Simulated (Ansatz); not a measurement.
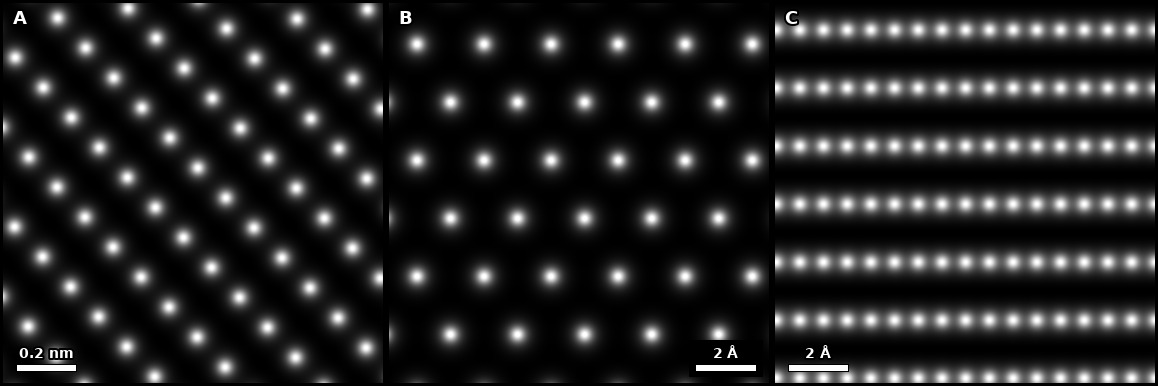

Three views of Co (Im-3m, No. 229) along different zone axes. Computed as the sum of neutral-atom potentials (tabulated electron scattering factors, B = 0.3 Å²) projected along the beam and smoothed by 0.25 Å; brighter is more positive. Atomic positions: the input geometry of an electronic-structure calculation (not necessarily at equilibrium); the starting structure was generated, so it need not be a known form of this composition.

```xyz
2
Lattice="2.8094 0.0000 0.0000 0.0000 2.8094 0.0000 0.0000 0.0000 2.8094" Properties=species:S:1:pos:R:3 pbc="T T T"
Co    0.0000    0.0000    0.0000
Co    1.4047    1.4047    1.4047
```

Match the panels to the zone axes [110], [111] and [211].

Answer. A is [110]: projected cell 1.40 × 1.99 Å, 90°, plane group p2mm. B is [111]: projected cell 2.29 × 2.29 Å, 120°, plane group p6mm. C is [211]: projected cell 0.81 × 1.99 Å, 90°, plane group p2mm.
